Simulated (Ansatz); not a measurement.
# Platinum, fcc under LDA: convergence with the k-point mesh

How fine must the k-point mesh be for energy and pressure to settle? The geometry was relaxed under LDA beforehand and stays fixed; 8 values are run, from 2×2×2 to 20×20×20. Wanted are the values from which on the energy stays within 10 and 1 meV/atom, and the pressure within 0.5 GPa, of the last run. Within the series other settings stay, but some runs also write fields, which adds to their time. Spin polarisation is left out.

Program: Ansatz 0.2.0. Level of theory: DFT LDA, plane waves with PAW, scalar-relativistic. These are calculated values, not measurements.

**1. Starting point**

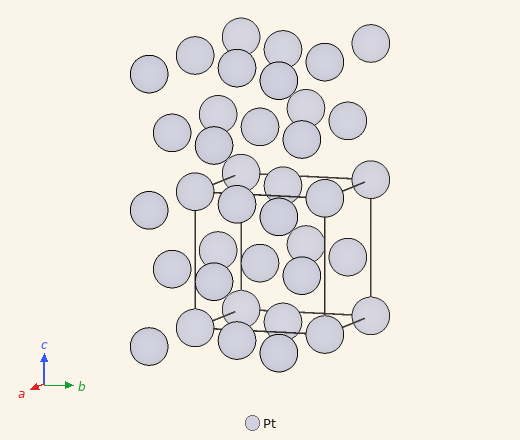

Start, viewed slightly off an axis; platinum light grey. 2×1×2 conventional cells are drawn; the run uses a primitive one. Any atoms on the faces are drawn again on the opposite ones.

Coordinates:

```
Pt
1.0
     0.00000    1.94743    1.94743
     1.94743    0.00000    1.94743
     1.94743    1.94743    0.00000
Pt
1
Direct
  0.00000 0.00000 0.00000
```

**2. With a k-mesh of 2×2×2**

The run at 2×2×2.

Contents of input.yaml:

```yaml
crystal:
  lattice:
    - [0.0, 1.9474302061, 1.9474302061]
    - [1.9474302061, 0.0, 1.9474302061]
    - [1.9474302061, 1.9474302061, 0.0]
  atoms:
    - { symbol: Pt, position: [0.0, 0.0, 0.0] }
hamiltonian:
  xc: lda
  pseudopotentials:
    kind: paw
    azcp:
      Pt: "pseudopotentials/Pt.paw.azcp"
basis:
  ecutwfc: 420
  fft_grid_basis: typed
kpoints:
  mp_grid: { grid: [2, 2, 2], shift: [0, 0, 0] }
magnetization:
  spin_polarized: false
scf:
  occupations: { method: fermi_dirac, width: 0.1 }
  lower_state_search: "off"
output:
  stress: true
```

Command:

```
ansatz run input.yaml --threads 2 --pin off --max-ram 5120MiB --backend cpu --events-out ev --progress --plain --runs-dir out
```

Output (excerpt; [...] marks lines left out):

```text
Warning: <dir> the record states the generating functional pbe (its physics header spells it `PBE`), which answers neither for hamiltonian.xc's functional nor for the lda family's — results may be inconsistent (PPs are generated against a specific XC)
Warning: RAYON_NUM_THREADS=2 ignored (pool sized by the plan → 2); use --threads N
[...]
Pseudopotentials: kind: paw
Pseudopotential: Pt, paw, valence charge 18, recommended cutoff 420 eV (normal), <dir>
Functional definition: SPW92
[...]
Crystal: 1 atoms, lattice volume = 14.771 Å³
Basis set: ecut = 420 eV, 283 PW (Γ)
Bands: 13, of which v1, the nominal top of the filled ones, is band 9 counted from 1 (8 counted from 0)
Symmetry: 48 space group operations
Space group: Fm-3m (ITA 225), of the structure as read, at distance tolerance 2.5e-5 Å
k-points: 3 of 8
[...]
SCF iter   1: F=—  HF=-12240.350762 eV  |F-HF|=—  |Δ(HF+E_count)|=         —  Δρ=5.05e-2  dr2=1.52e-1  ethr=1.77e-3  ⟨swp⟩=5.0  Hψ=217  notcnv=0
[...]
SCF iter   7: F=-12240.286971 eV  HF=-12240.286971 eV  |F-HF|=2.09e-10  |Δ(HF+E_count)|=   5.03e-8  Δρ=4.33e-6  dr2=6.26e-10  ethr=5.56e-10  ⟨swp⟩=4.0  Hψ=124  notcnv=0
[...]
SCF converged after 7 iterations
Free energy (F): -12240.286971 eV
[...]
E sigma→0 (E₀):  -12240.214236 eV
Entropy (-TS):   -0.145469 eV (-145.469 meV/atom)
Fermi energy:    24.285523 eV
[...]
--- Stress (GPa, compression-positive) ---
       72.221991       0.000000      -0.000000
       -0.000000      72.221991      -0.000000
        0.000000      -0.000000      72.221991
  P = ⅓ Tr σ = 72.2220 GPa (722.220 kbar)
```

Run time: 0.25 s. Hardware: 2 threads of Arm Neoverse V2, shared host; peak memory 0.24 GiB.

**3. With a k-mesh of 4×4×4**

The run at 4×4×4.

Changes to input.yaml since step 2:

```diff
@@ -17,3 +17,3 @@
 kpoints:
-  mp_grid: { grid: [2, 2, 2], shift: [0, 0, 0] }
+  mp_grid: { grid: [4, 4, 4], shift: [0, 0, 0] }
 magnetization:
```

Command:

```
ansatz run input.yaml --threads 2 --pin off --max-ram 5120MiB --backend cpu --events-out ev --progress --plain --runs-dir out
```

Output (excerpt; [...] marks lines left out):

```text
Warning: <dir> the record states the generating functional pbe (its physics header spells it `PBE`), which answers neither for hamiltonian.xc's functional nor for the lda family's — results may be inconsistent (PPs are generated against a specific XC)
Warning: RAYON_NUM_THREADS=2 ignored (pool sized by the plan → 2); use --threads N
[...]
[... 3 set-up lines as earlier in the session ...]
[...]
Crystal: 1 atoms, lattice volume = 14.771 Å³
Basis set: ecut = 420 eV, 283 PW (Γ)
Bands: 13, of which v1, the nominal top of the filled ones, is band 9 counted from 1 (8 counted from 0)
[... 2 set-up lines as earlier in the session ...]
k-points: 8 of 64
[...]
SCF iter   1: F=—  HF=-12245.146286 eV  |F-HF|=—  |Δ(HF+E_count)|=         —  Δρ=8.54e-3  dr2=3.08e-3  ethr=1.77e-3  ⟨swp⟩=5.0  Hψ=577  notcnv=0
[...]
SCF iter   6: F=-12245.145242 eV  HF=-12245.145242 eV  |F-HF|=1.82e-11  |Δ(HF+E_count)|=  7.04e-10  Δρ=2.61e-6  dr2=1.81e-10  ethr=1.98e-11  ⟨swp⟩=1.5  Hψ=323  notcnv=0
[...]
SCF converged after 6 iterations
Free energy (F): -12245.145242 eV
[...]
E sigma→0 (E₀):  -12245.111713 eV
Entropy (-TS):   -0.067059 eV (-67.059 meV/atom)
Fermi energy:    23.974324 eV
[...]
--- Stress (GPa, compression-positive) ---
       -1.652521       0.000000       0.000000
       -0.000000      -1.652521       0.000000
        0.000000       0.000000      -1.652521
  P = ⅓ Tr σ = -1.6525 GPa (-16.525 kbar)
```

It took 0.26 s on 2 threads of Arm Neoverse V2, shared host; peak memory 0.24 GiB.

**4. With a k-mesh of 5×5×5**

The run at 5×5×5.

Changes to input.yaml since step 3:

```diff
@@ -17,3 +17,3 @@
 kpoints:
-  mp_grid: { grid: [4, 4, 4], shift: [0, 0, 0] }
+  mp_grid: { grid: [5, 5, 5], shift: [0, 0, 0] }
 magnetization:
@@ -25 +25,5 @@
   stress: true
+  write_density: true
+  write_potential: true
+  elf: true
+  volumetric_format: npy
```

Command:

```
ansatz run input.yaml --threads 2 --pin off --max-ram 5120MiB --backend cpu --events-out ev --progress --plain --runs-dir out
```

Output (excerpt; [...] marks lines left out):

```text
Warning: <dir> the record states the generating functional pbe (its physics header spells it `PBE`), which answers neither for hamiltonian.xc's functional nor for the lda family's — results may be inconsistent (PPs are generated against a specific XC)
Warning: RAYON_NUM_THREADS=2 ignored (pool sized by the plan → 2); use --threads N
[...]
[... 3 set-up lines as earlier in the session ...]
[...]
Crystal: 1 atoms, lattice volume = 14.771 Å³
Basis set: ecut = 420 eV, 283 PW (Γ)
Bands: 13, of which v1, the nominal top of the filled ones, is band 9 counted from 1 (8 counted from 0)
[... 2 set-up lines as earlier in the session ...]
k-points: 10 of 125
[...]
SCF iter   1: F=—  HF=-12244.718506 eV  |F-HF|=—  |Δ(HF+E_count)|=         —  Δρ=6.86e-3  dr2=2.17e-3  ethr=1.77e-3  ⟨swp⟩=5.0  Hψ=709  notcnv=0
[...]
SCF iter   6: F=-12244.717299 eV  HF=-12244.717299 eV  |F-HF|=1.33e-8  |Δ(HF+E_count)|=   7.74e-8  Δρ=1.07e-5  dr2=1.65e-8  ethr=5.56e-10  ⟨swp⟩=6.9  Hψ=680  notcnv=0
[...]
SCF converged after 6 iterations
Free energy (F): -12244.717299 eV
[...]
E sigma→0 (E₀):  -12244.671041 eV
Entropy (-TS):   -0.092516 eV (-92.516 meV/atom)
Fermi energy:    23.649750 eV
[...]
--- Stress (GPa, compression-positive) ---
        5.720169       0.000000       0.000000
       -0.000000       5.720169      -0.000000
       -0.000000       0.000000       5.720169
  P = ⅓ Tr σ = 5.7202 GPa (57.202 kbar)
--- Band table (eV; the first three rows and the last of 10) ---
  k-point 0: bands = ["-75.0023", "-28.8784", "-28.8784", "-28.8784", "13.1559", "19.7462", "19.7462", "19.7462", "22.0055", "22.0055", "38.2729", "43.2646", "43.2646"]
[...]
```

Run time: 0.31 s. Hardware: 2 threads of Arm Neoverse V2, shared host; peak memory 0.24 GiB.

**5. With a k-mesh of 7×7×7**

The run at 7×7×7.

Changes to input.yaml since step 4:

```diff
@@ -17,3 +17,3 @@
 kpoints:
-  mp_grid: { grid: [5, 5, 5], shift: [0, 0, 0] }
+  mp_grid: { grid: [7, 7, 7], shift: [0, 0, 0] }
 magnetization:
@@ -25,5 +25 @@
   stress: true
-  write_density: true
-  write_potential: true
-  elf: true
-  volumetric_format: npy
```

Command:

```
ansatz run input.yaml --threads 2 --pin off --max-ram 5120MiB --backend cpu --events-out ev --progress --plain --runs-dir out
```

Output (excerpt; [...] marks lines left out):

```text
Warning: <dir> the record states the generating functional pbe (its physics header spells it `PBE`), which answers neither for hamiltonian.xc's functional nor for the lda family's — results may be inconsistent (PPs are generated against a specific XC)
Warning: RAYON_NUM_THREADS=2 ignored (pool sized by the plan → 2); use --threads N
[...]
[... 3 set-up lines as earlier in the session ...]
[...]
Crystal: 1 atoms, lattice volume = 14.771 Å³
Basis set: ecut = 420 eV, 283 PW (Γ)
Bands: 13, of which v1, the nominal top of the filled ones, is band 9 counted from 1 (8 counted from 0)
[... 2 set-up lines as earlier in the session ...]
k-points: 20 of 343
[...]
SCF iter   1: F=—  HF=-12244.979911 eV  |F-HF|=—  |Δ(HF+E_count)|=         —  Δρ=4.56e-3  dr2=4.72e-4  ethr=1.77e-3  ⟨swp⟩=5.0  Hψ=1423  notcnv=0
[...]
SCF iter   6: F=-12244.979742 eV  HF=-12244.979742 eV  |F-HF|=3.49e-10  |Δ(HF+E_count)|=   3.66e-9  Δρ=1.71e-6  dr2=4.40e-10  ethr=2.16e-10  ⟨swp⟩=2.1  Hψ=824  notcnv=0
[...]
SCF converged after 6 iterations
Free energy (F): -12244.979742 eV
[...]
E sigma→0 (E₀):  -12244.950170 eV
Entropy (-TS):   -0.059145 eV (-59.145 meV/atom)
Fermi energy:    23.827766 eV
[...]
--- Stress (GPa, compression-positive) ---
        1.717127       0.000000      -0.000000
        0.000000       1.717127      -0.000000
        0.000000       0.000000       1.717127
  P = ⅓ Tr σ = 1.7171 GPa (17.171 kbar)
```

It took 0.31 s on 2 threads of Arm Neoverse V2, shared host; peak memory 0.24 GiB.

**6. With a k-mesh of 9×9×9**

The run at 9×9×9.

Changes to input.yaml since step 5:

```diff
@@ -17,3 +17,3 @@
 kpoints:
-  mp_grid: { grid: [7, 7, 7], shift: [0, 0, 0] }
+  mp_grid: { grid: [9, 9, 9], shift: [0, 0, 0] }
 magnetization:
```

Command:

```
ansatz run input.yaml --threads 2 --pin off --max-ram 5120MiB --backend cpu --events-out ev --progress --plain --runs-dir out
```

Output (excerpt; [...] marks lines left out):

```text
Warning: <dir> the record states the generating functional pbe (its physics header spells it `PBE`), which answers neither for hamiltonian.xc's functional nor for the lda family's — results may be inconsistent (PPs are generated against a specific XC)
Warning: RAYON_NUM_THREADS=2 ignored (pool sized by the plan → 2); use --threads N
[...]
[... 3 set-up lines as earlier in the session ...]
[...]
Crystal: 1 atoms, lattice volume = 14.771 Å³
Basis set: ecut = 420 eV, 283 PW (Γ)
Bands: 13, of which v1, the nominal top of the filled ones, is band 9 counted from 1 (8 counted from 0)
[... 2 set-up lines as earlier in the session ...]
k-points: 35 of 729
[...]
SCF iter   1: F=—  HF=-12245.042183 eV  |F-HF|=—  |Δ(HF+E_count)|=         —  Δρ=6.13e-3  dr2=1.89e-3  ethr=1.77e-3  ⟨swp⟩=5.0  Hψ=2531  notcnv=0
[...]
SCF iter   6: F=-12245.041399 eV  HF=-12245.041399 eV  |F-HF|=1.84e-10  |Δ(HF+E_count)|=  1.82e-10  Δρ=1.27e-6  dr2=2.45e-10  ethr=5.28e-12  ⟨swp⟩=2.0  Hψ=1376  notcnv=0
[...]
SCF converged after 6 iterations
Free energy (F): -12245.041399 eV
[...]
E sigma→0 (E₀):  -12245.018539 eV
Entropy (-TS):   -0.045719 eV (-45.719 meV/atom)
Fermi energy:    23.731615 eV
[...]
--- Stress (GPa, compression-positive) ---
       -0.237464       0.000000       0.000000
        0.000000      -0.237464       0.000000
        0.000000       0.000000      -0.237464
  P = ⅓ Tr σ = -0.2375 GPa (-2.375 kbar)
```

It took 0.37 s on 2 threads of Arm Neoverse V2, shared host; peak memory 0.24 GiB.

**7. With a k-mesh of 11×11×11**

The run at 11×11×11.

Changes to input.yaml since step 6:

```diff
@@ -17,3 +17,3 @@
 kpoints:
-  mp_grid: { grid: [9, 9, 9], shift: [0, 0, 0] }
+  mp_grid: { grid: [11, 11, 11], shift: [0, 0, 0] }
 magnetization:
@@ -25 +25,5 @@
   stress: true
+  write_density: true
+  write_potential: true
+  elf: true
+  volumetric_format: npy
```

Command:

```
ansatz run input.yaml --threads 2 --pin off --max-ram 5120MiB --backend cpu --events-out ev --progress --plain --runs-dir out
```

Output (excerpt; [...] marks lines left out):

```text
Warning: <dir> the record states the generating functional pbe (its physics header spells it `PBE`), which answers neither for hamiltonian.xc's functional nor for the lda family's — results may be inconsistent (PPs are generated against a specific XC)
Warning: RAYON_NUM_THREADS=2 ignored (pool sized by the plan → 2); use --threads N
[...]
[... 3 set-up lines as earlier in the session ...]
[...]
Crystal: 1 atoms, lattice volume = 14.771 Å³
Basis set: ecut = 420 eV, 283 PW (Γ)
Bands: 13, of which v1, the nominal top of the filled ones, is band 9 counted from 1 (8 counted from 0)
[... 2 set-up lines as earlier in the session ...]
k-points: 56 of 1331
[...]
SCF iter   1: F=—  HF=-12245.027480 eV  |F-HF|=—  |Δ(HF+E_count)|=         —  Δρ=7.15e-3  dr2=3.39e-3  ethr=1.77e-3  ⟨swp⟩=5.0  Hψ=4058  notcnv=0
[...]
SCF iter   6: F=-12245.026187 eV  HF=-12245.026187 eV  |F-HF|=5.82e-11  |Δ(HF+E_count)|=  5.31e-10  Δρ=7.95e-7  dr2=8.33e-11  ethr=1.09e-11  ⟨swp⟩=3.9  Hψ=3545  notcnv=0
[...]
SCF converged after 6 iterations
Free energy (F): -12245.026187 eV
[...]
E sigma→0 (E₀):  -12244.999462 eV
Entropy (-TS):   -0.053450 eV (-53.450 meV/atom)
Fermi energy:    23.664435 eV
[...]
--- Stress (GPa, compression-positive) ---
       -0.152153       0.000000       0.000000
        0.000000      -0.152153       0.000000
        0.000000      -0.000000      -0.152153
  P = ⅓ Tr σ = -0.1522 GPa (-1.522 kbar)
--- Band table (eV; the first three rows and the last of 56) ---
  k-point 0: bands = ["-75.0339", "-28.9046", "-28.9046", "-28.9046", "13.1561", "19.7300", "19.7300", "19.7300", "21.9971", "21.9971", "38.2699", "43.2706", "43.2706"]
[...]
```

Run time: 0.57 s. Hardware: 2 threads of Arm Neoverse V2, shared host; peak memory 0.26 GiB.

**8. With a k-mesh of 15×15×15**

The run at 15×15×15.

Changes to input.yaml since step 7:

```diff
@@ -17,3 +17,3 @@
 kpoints:
-  mp_grid: { grid: [11, 11, 11], shift: [0, 0, 0] }
+  mp_grid: { grid: [15, 15, 15], shift: [0, 0, 0] }
 magnetization:
```

Command:

```
ansatz run input.yaml --threads 2 --pin off --max-ram 5120MiB --backend cpu --events-out ev --progress --plain --runs-dir out
```

Output (excerpt; [...] marks lines left out):

```text
Warning: <dir> the record states the generating functional pbe (its physics header spells it `PBE`), which answers neither for hamiltonian.xc's functional nor for the lda family's — results may be inconsistent (PPs are generated against a specific XC)
Warning: RAYON_NUM_THREADS=2 ignored (pool sized by the plan → 2); use --threads N
[...]
[... 3 set-up lines as earlier in the session ...]
[...]
Crystal: 1 atoms, lattice volume = 14.771 Å³
Basis set: ecut = 420 eV, 283 PW (Γ)
Bands: 13, of which v1, the nominal top of the filled ones, is band 9 counted from 1 (8 counted from 0)
[... 2 set-up lines as earlier in the session ...]
k-points: 120 of 3375
[...]
SCF iter   1: F=—  HF=-12245.015014 eV  |F-HF|=—  |Δ(HF+E_count)|=         —  Δρ=6.49e-3  dr2=2.50e-3  ethr=1.77e-3  ⟨swp⟩=5.0  Hψ=8706  notcnv=0
[...]
SCF iter   6: F=-12245.014046 eV  HF=-12245.014046 eV  |F-HF|=3.64e-12  |Δ(HF+E_count)|=  4.51e-10  Δρ=3.08e-7  dr2=4.54e-12  ethr=6.23e-12  ⟨swp⟩=4.0  Hψ=7254  notcnv=0
[...]
SCF converged after 6 iterations
Free energy (F): -12245.014046 eV
[...]
E sigma→0 (E₀):  -12244.987611 eV
Entropy (-TS):   -0.052869 eV (-52.869 meV/atom)
Fermi energy:    23.711048 eV
[...]
--- Stress (GPa, compression-positive) ---
        0.162775       0.000000      -0.000000
        0.000000       0.162775      -0.000000
       -0.000000       0.000000       0.162775
  P = ⅓ Tr σ = 0.1628 GPa (1.628 kbar)
--- Band table (eV; the first three rows and the last of 120) ---
  k-point 0: bands = ["-75.0184", "-28.8907", "-28.8907", "-28.8907", "13.1564", "19.7387", "19.7387", "19.7387", "22.0046", "22.0046", "38.2708", "43.2692", "43.2692"]
[...]
```

It took 0.89 s on 2 threads of Arm Neoverse V2, shared host; peak memory 0.27 GiB.

**9. With a k-mesh of 20×20×20**

The run at 20×20×20.

Changes to input.yaml since step 8:

```diff
@@ -17,3 +17,3 @@
 kpoints:
-  mp_grid: { grid: [15, 15, 15], shift: [0, 0, 0] }
+  mp_grid: { grid: [20, 20, 20], shift: [0, 0, 0] }
 magnetization:
@@ -25,5 +25 @@
   stress: true
-  write_density: true
-  write_potential: true
-  elf: true
-  volumetric_format: npy
```

Command:

```
ansatz run input.yaml --threads 2 --pin off --max-ram 5120MiB --backend cpu --events-out ev --progress --plain --runs-dir out
```

Output (excerpt; [...] marks lines left out):

```text
Warning: <dir> the record states the generating functional pbe (its physics header spells it `PBE`), which answers neither for hamiltonian.xc's functional nor for the lda family's — results may be inconsistent (PPs are generated against a specific XC)
Warning: RAYON_NUM_THREADS=2 ignored (pool sized by the plan → 2); use --threads N
[...]
[... 3 set-up lines as earlier in the session ...]
[...]
Crystal: 1 atoms, lattice volume = 14.771 Å³
Basis set: ecut = 420 eV, 283 PW (Γ)
Bands: 13, of which v1, the nominal top of the filled ones, is band 9 counted from 1 (8 counted from 0)
[... 2 set-up lines as earlier in the session ...]
k-points: 256 of 8000
[...]
SCF iter   1: F=—  HF=-12245.017339 eV  |F-HF|=—  |Δ(HF+E_count)|=         —  Δρ=6.52e-3  dr2=2.53e-3  ethr=1.77e-3  ⟨swp⟩=5.0  Hψ=18612  notcnv=0
[...]
SCF iter   6: F=-12245.016310 eV  HF=-12245.016310 eV  |F-HF|=5.09e-11  |Δ(HF+E_count)|=  2.20e-10  Δρ=7.80e-7  dr2=7.14e-11  ethr=3.24e-12  ⟨swp⟩=1.0  Hψ=10026  notcnv=0
[...]
SCF converged after 6 iterations
Free energy (F): -12245.016310 eV
[...]
E sigma→0 (E₀):  -12244.990076 eV
Entropy (-TS):   -0.052469 eV (-52.469 meV/atom)
Fermi energy:    23.704479 eV
[...]
--- Stress (GPa, compression-positive) ---
        0.125738       0.000000      -0.000000
        0.000000       0.125738      -0.000000
       -0.000000      -0.000000       0.125738
  P = ⅓ Tr σ = 0.1257 GPa (1.257 kbar)
```

Run time: 1.2 s. Hardware: 2 threads of Arm Neoverse V2, shared host; peak memory 0.3 GiB.

**10. The series**

Energies count from the run at 20×20×20.

```
  k-mesh  k-points  E(σ → 0) (meV/atom)  P (GPa)  SCF cycles  CPU time
   2×2×2         3              4775.84    72.22           7    0.32 s
   4×4×4         8              -121.64    -1.65           6    0.34 s
   5×5×5        10               319.04     5.72           6    0.43 s
   7×7×7        20                39.91     1.72           6    0.43 s
   9×9×9        35               -28.46    -0.24           6    0.54 s
11×11×11        56                -9.39    -0.15           6    0.91 s
15×15×15       120                 2.46     0.16           6     1.6 s
20×20×20       256                 0.00     0.13           6     2.1 s
```

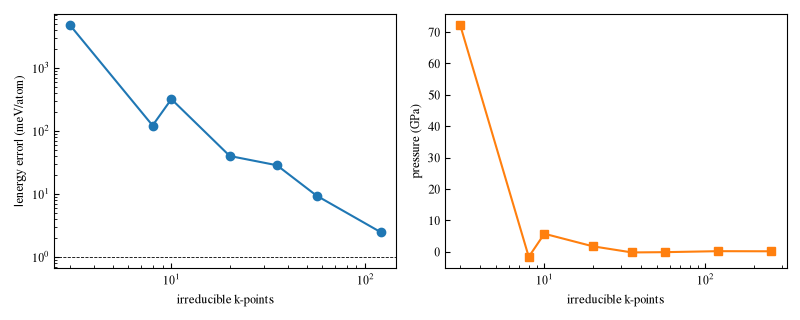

Energy and pressure against the k-point mesh; the dashed line marks 1 meV/atom.

**11. Summary of results**

```
                                           quantity                        value
      E(σ → 0) stays within 10 meV/atom of 20×20×20             from 11×11×11 on
                   E(σ → 0) stays within 1 meV/atom  not reached before 20×20×20
                      pressure stays within 0.5 GPa                from 9×9×9 on
                               pressure at 20×20×20                     0.13 GPa
                    CPU time, dearest over cheapest                          6.7
energy of a separate run on a finer mesh (23×23×23)  +0.8 meV/atom from 20×20×20
```

**Reading.** At 2×2×2 the energy differs by +4776 meV/atom and the pressure by +72.1 GPa. The error changes sign along the series: k-point sums are not variational. The energy has not settled to 1 meV/atom before the last mesh. A Fermi surface needs many points. The yardstick itself is unsettled by 0.8 meV/atom against the finer mesh, so the thresholds above hold only within this series.
